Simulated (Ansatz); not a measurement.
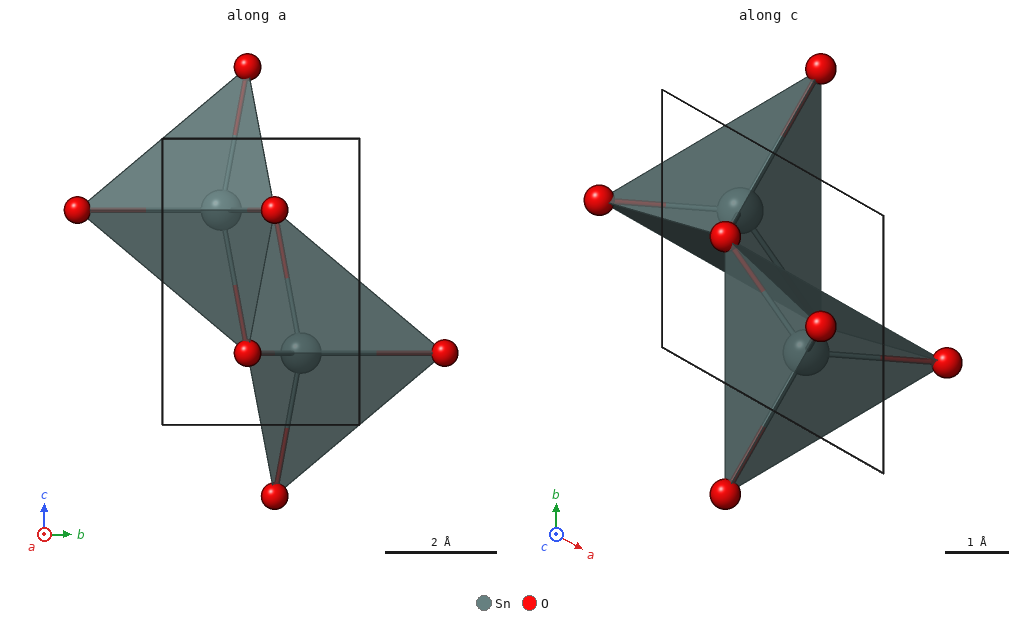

The figure gives a polyhedral picture of the atoms, viewed along the a axis and along the c axis. The frame is the simulation cell; atoms at its boundary are shown with their periodic copies. Some neighbours outside the box are added.

This input was run:
```yaml
crystal:
  lattice:
    - [4.0710427221, 0.0, 0.0]
    - [-2.035521361, 3.5727872084, 0.0]
    - [0.0, 0.0, 5.1854029691]
  atoms:
    - { symbol: Sn, position: [0.3511104838, 0.7022209675, 0.25] }
    - { symbol: Sn, position: [0.6488895162, 0.2977790325, 0.75] }
    - { symbol: O, position: [0.7156805601, 0.4313611203, 0.25] }
    - { symbol: O, position: [0.2843194399, 0.5686388797, 0.75] }
kpoints:
  mp_grid: { grid: [12, 12, 6] }
  band_path:
    path:
      - [0.0, 0.0, 0.0]
      - [0.5, 0.0, 0.0]
      - [0.3333333333, 0.3333333333, 0.0]
      - [0.0, 0.0, 0.5]
      - [0.5, 0.0, 0.5]
      - [0.3333333333, 0.3333333333, 0.5]
    npoints: 1
hamiltonian:
  xc: r2scan
scf:
  occupations: { method: fixed }
  n_extra_bands: 5
output:
  forces: true
  stress: true
  eigenvalues: true
```
Run as:
```sh
ansatz run input.yaml --threads 4 --pin off --max-ram 3686MiB --backend cpu --events-out ev --progress --plain --runs-dir out
```

Method used: DFT, r2SCAN, plane waves, PAW (Ansatz 0.2.0). It ran with a 500 eV plane-wave basis, the zone sampled with 12×12×6 points, no spin polarisation.

Metal or not?

Answer. A semiconductor at this level, with a gap of 0.72 eV, indirect; the smallest direct gap is 0.85 eV.

How far is the cell from zero pressure?

Answer. The computed pressure is 0.8 GPa (compressed: it would expand). The stress isn't hydrostatic: its largest component is 6.7 GPa.

The model was built from a structure type filled with these elements by a generator (whether the compound takes this form wasn't checked). The cell was then strained or its atoms displaced on purpose. A calculation with Ansatz used it as input.
